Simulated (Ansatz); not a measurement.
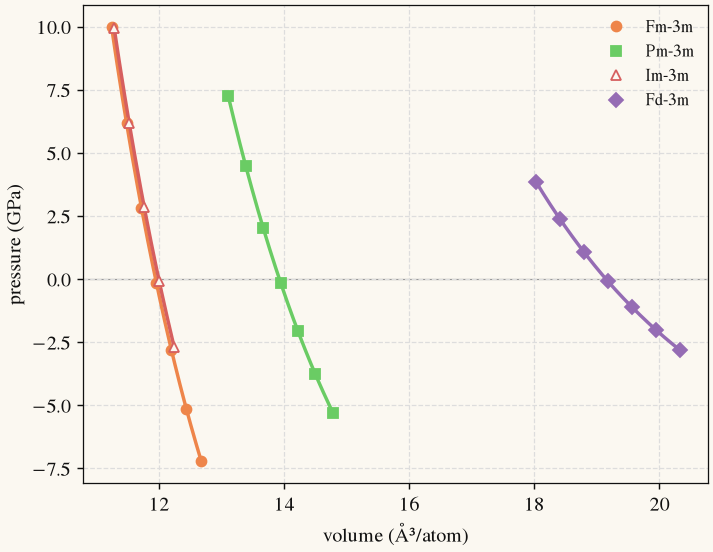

Pressure against volume, with one curve for each structure, for Cu.

Settings that differ: Fm-3m: k mesh 26×26×26, atoms in cell 1, lattice centring face-centred primitive, space group number 225, structure type fcc; Pm-3m: k mesh 23×23×23, atoms in cell 1, lattice centring simple cubic, space group number 221, structure type simple cubic; Im-3m: k mesh 53×53×53, atoms in cell 1, lattice centring body-centred primitive, space group number 229, structure type bcc; Fd-3m: k mesh 18×18×18, atoms in cell 2, lattice centring face-centred primitive, space group number 227, structure type diamond.

The fitted equilibrium volumes, smallest first, are Fm-3m 11.95, Im-3m 12.00, Pm-3m 13.93, Fd-3m 19.15 Å³/atom. The fitted bulk moduli, smallest first, are Fd-3m 55, Pm-3m 103, Im-3m 139, Fm-3m 141 GPa. For Fm-3m, the pressure falls from 10.0 GPa at volume 11.24 Å³/atom to −7.2 GPa at 12.68 Å³/atom, and changes sign near 11.95 Å³/atom. For Pm-3m, the pressure falls from 7.2 GPa at volume 13.11 Å³/atom to −5.3 GPa at 14.78 Å³/atom, and changes sign near 13.93 Å³/atom. For Im-3m, the pressure falls from 9.9 GPa at volume 11.28 Å³/atom to −2.7 GPa at 12.25 Å³/atom, and changes sign near 12.00 Å³/atom.

How it was computed, with Ansatz 0.2.0 development build: equation of state of a cubic crystal from periodic Kohn-Sham density functional theory without spin, third-order Birch-Murnaghan fit to the free energies; pressure corrected for the finite basis. Level: PBE.

- occupation method: Fermi–Dirac
- occupation width: 0.06123 eV
- wave cutoff: 420 eV
- datasets: soft-1 PAW
- density tolerance: 1e−07 eV
- density cutoff ratio: 4
- search for lower states: default

Keep in mind: cubic model structure, not the ambient form (Pm-3m, Im-3m, Fd-3m); modest k-mesh, values are not fully converged in k (Pm-3m).
